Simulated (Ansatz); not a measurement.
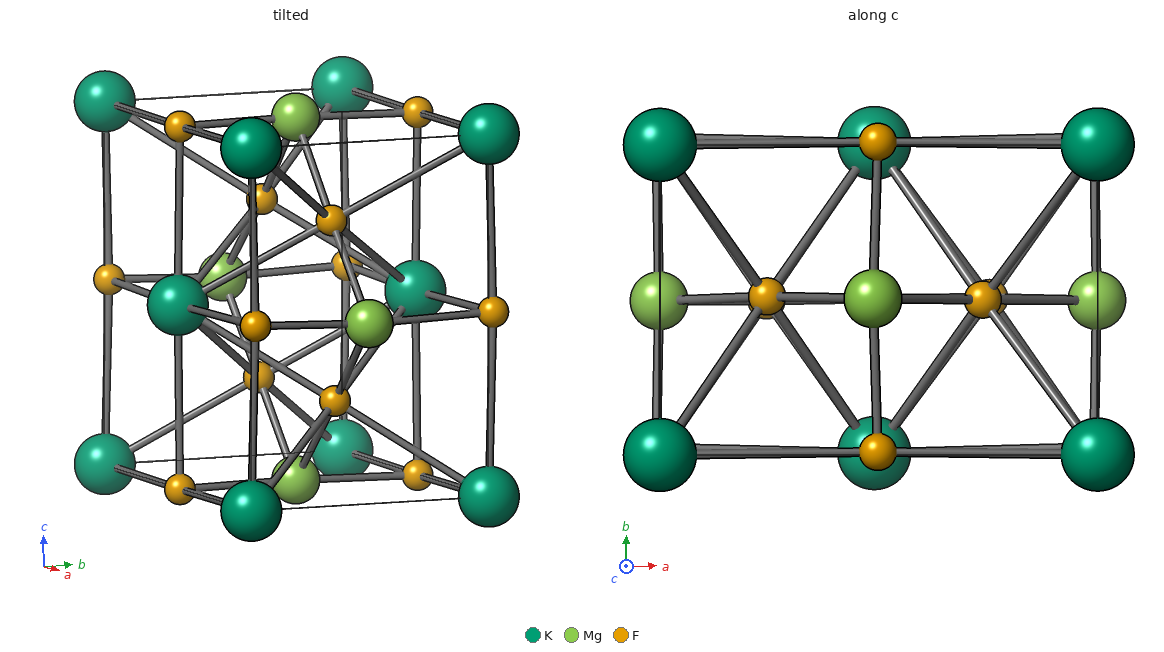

We look at a ball-and-stick model of the crystal slightly off an axis and along the c axis. Lines trace the edges of the unit cell. Cell: a = 5.70 Å, b = 4.04 Å, c = 5.71 Å, α = 90.05°, β = 90.03°, γ = 89.95°.

The geometry is that of a known structure type with the cell strained and the atoms shaken on purpose, without relaxation. Ansatz was used for an electronic-structure calculation on it.

Explain the picture.

The formula is KMgF$_{3}$. The space group is P1: only translations remain. It is a distorted form of a primitive cubic structure, space group Pm-3m (No. 221) within 0.25 Å: cubic perovskite. There are 10 atoms in the cell: 2 K, 2 Mg, 6 F. About every K there are twelve F in a cuboctahedral arrangement at about 2.8 to 2.9 Å. About every Mg there are six F in a distorted octahedral arrangement at about 1.9 to 2.1 Å. The F atoms are each bonded to four K and two Mg in a distorted octahedral arrangement (about 2.8 to 2.9 Å to K, 1.9 to 2.1 Å to Mg). The bonds build a three-dimensional framework.

Method used: DFT, PAW plane waves, PBE in Ansatz 0.2.0. It ran with a cutoff energy of 420 eV, 3×5×3 k-mesh, Gaussian smearing of 0.011 eV, no spin polarisation.

Classify it as metallic or gapped, with the value.

An insulator at this level, with a gap of 7.14 eV on the k-mesh.

What are the atomic charges by Bader's partition?

K +0.88 e; Mg +1.77 e; F -0.88 e.

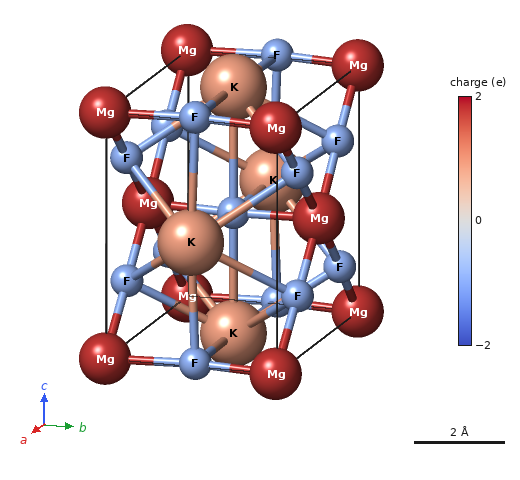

The atoms coloured by those charges. The run's cell of 10 atoms is drawn, so axes and origin can differ from the first picture.

Is the structure in equilibrium?

No. The largest force is 0.98 eV/Å, on F. The pressure is 1.3 GPa, so the cell would expand.
